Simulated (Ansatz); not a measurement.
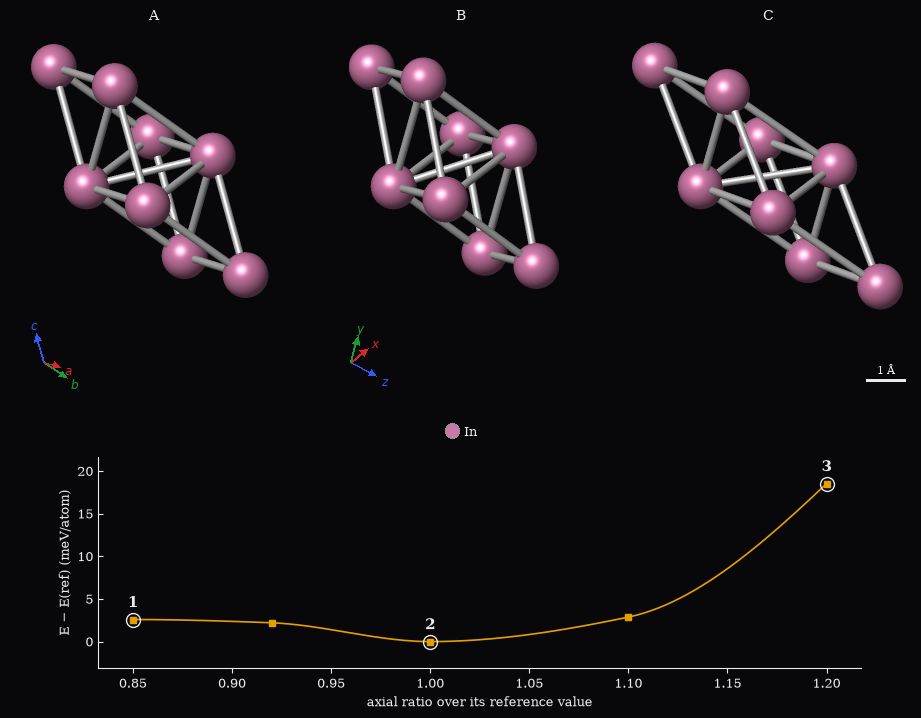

Energy scan for a crystal of In (I4/mmm), in which the ratio of the cell's length along z to its lengths across, counted as 1 for the reference, is changed at fixed volume (a c/a path), with the atoms kept at their fractional coordinates. x, y and z are the Cartesian axes of the input. The frames are shuffled; the numbered points of the plot belong to them. Style: ball-and-stick. Shown: the cell of the calculation, slightly off an axis.

The calculation used DFT r2SCAN, scalar-relativistic, plane waves, PAW (Ansatz). Set-up: plane-wave cutoff 500 eV; k-point mesh 22 × 22 × 22; occupations gaussian; smearing width 0.15 eV; no spin polarisation. Energies (free energies at the smearing named) are counted from the cell as listed in its source, which wasn't relaxed.

**Which frame belongs to which numbered point?**

Point 1 is frame B (the relative ratio 0.85, 2.6 meV/atom); 2 is frame A (the relative ratio 1.00, 0.0 meV/atom); 3 is frame C (the relative ratio 1.20, 18.5 meV/atom). Of the computed points the lowest is at the relative ratio 1.00, 0.0 meV/atom. The distortion keeps the space group I4/mmm. At the relative ratio 1.20 the cell of the drawing goes a 3.378 → 3.534 Å, b 3.378 → 3.534 Å, c 3.378 → 3.534 Å, α 122.4° → 128.7°, β 122.4° → 128.7°, γ 85.8° → 75.5°.
